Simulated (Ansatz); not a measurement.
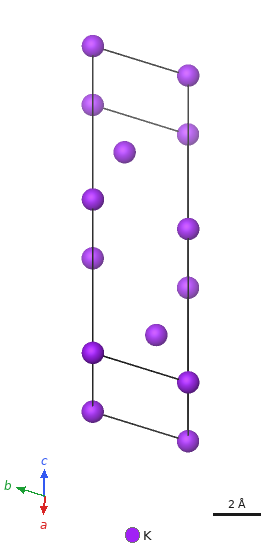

Reference structure: a symmetric starting cell of K. A ball-and-stick model of the cell of the calculation, seen from a free direction.

These are results of Ansatz 0.2.0, DFT PBEsol, scalar-relativistic, plane waves, PAW, not measurements. (plane-wave cutoff 420 eV; k-point mesh 12 × 12 × 4; occupations gaussian; smearing width 0.1 eV; no spin polarisation)

Now this is done to it. The cell is strained by +3.7 % along c and +5.2 % across it (volume +14.7 %), the atoms keeping their fractional coordinates. No relaxation follows. The starting cell wasn't computed here and needn't be at equilibrium, so pressure and forces aren't due to the change alone.

The input:
```yaml
crystal:
  lattice:
    - [5.015248282, 0.0, 0.0]
    - [-2.507624141, 4.3433324186, 0.0]
    - [0.0, 0.0, 16.2763038672]
  atoms:
    - { symbol: K, position: [0.0, 0.0, 0.0] }
    - { symbol: K, position: [0.33333333, 0.66666667, 0.75] }
    - { symbol: K, position: [0.0, 0.0, 0.5] }
    - { symbol: K, position: [0.66666667, 0.33333333, 0.25] }
basis:
  ecutwfc: 420
kpoints:
  mp_grid: { grid: [12, 12, 4] }
hamiltonian:
  xc: pbesol
scf:
  occupations: { method: gaussian, width: 0.1 }
output:
  forces: true
  stress: true
  eigenvalues: true
  populations: true
```

Command:
```bash
ansatz run input.yaml --threads 1 --pin off --max-ram 1331MiB --backend cpu --events-out ev --progress --plain --runs-dir out
```

**What does the calculation give for the changed structure?**

The pressure is −0.5 GPa (not all of it need come from the change, since the unchanged cell can be under pressure at this level too). All forces vanish by symmetry. The space group stays P6_3/mmc (No. 194).

Drawn alike, the variant:

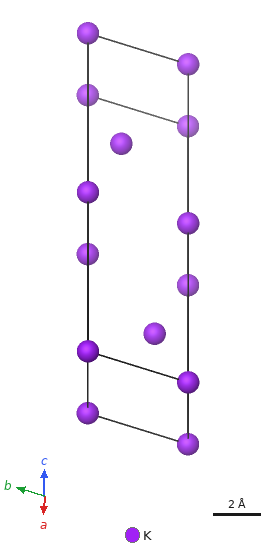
